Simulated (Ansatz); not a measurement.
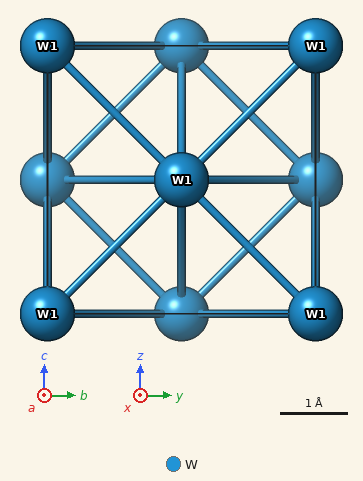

A scan of solid W (Fm-3m): the cell is strained along y alone, with the atoms kept at their fractional coordinates. x, y and z are the Cartesian axes of the input. The picture shows the reference cell. The picture is a ball-and-stick view of the conventional cell (4 times the calculation's cell), seen along the a axis. Lengths and directions refer to the drawn axes.

Level of theory: DFT r2SCAN, scalar-relativistic, plane waves, PAW in Ansatz. Settings: plane-wave cutoff 500 eV; k-point mesh 20 × 20 × 20; occupations gaussian; smearing width 0.15 eV; no spin polarisation. Energies (free energies at the smearing named) are counted from the cell as listed in its source, which wasn't relaxed.

Input file:
```yaml
crystal:
  lattice:
    - [0.0, 2.03, 2.03]
    - [2.03, 0.0, 2.03]
    - [2.03, 2.03, 0.0]
  atoms:
    - { symbol: W, position: [0.0, 0.0, 0.0] }
basis:
  ecutwfc: 500
kpoints:
  mp_grid: { grid: [20, 20, 20] }
hamiltonian:
  xc: r2scan
scf:
  occupations: { method: gaussian, width: 0.15 }
output:
  forces: true
  stress: true
  eigenvalues: true
```

Launched with:
```bash
ansatz run input.yaml --threads 1 --pin off --max-ram 2560MiB --backend cpu --events-out ev --progress --plain --runs-dir out
```

Question: Predict the energy profile (the strain: −0.1500, −0.1125, −0.0750, −0.0375, 0.0000, 0.0375, 0.0750, 0.1125, 0.1312, 0.1500).

Answer:
```csv
strain,E − E(ref) (meV/atom)
−0.1500,−16
−0.1125,−63
−0.0750,−63
−0.0375,−36
0.0000,0
0.0375,35
0.0750,85
0.1125,157
0.1312,204
0.1500,257
```

Of the computed points the lowest is at the strain −0.075, −63 meV/atom. At the ends of the scan the energy is −16 meV/atom (−0.15) and 257 meV/atom (0.15). The unrelaxed reference is under a pressure of −8.8 GPa, which tilts the curve. The distortion takes the space group from Fm-3m to I4/mmm. At the strain −0.15 the cell of the drawing goes b 4.060 → 3.451 Å.

The computed profile:

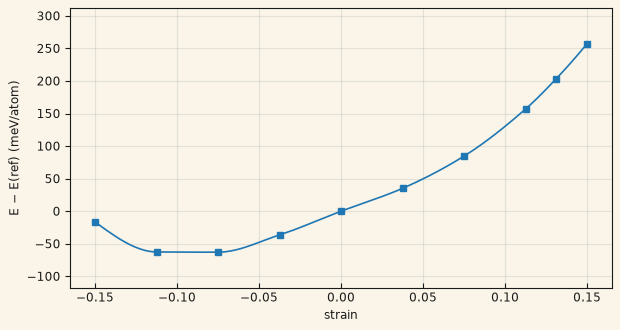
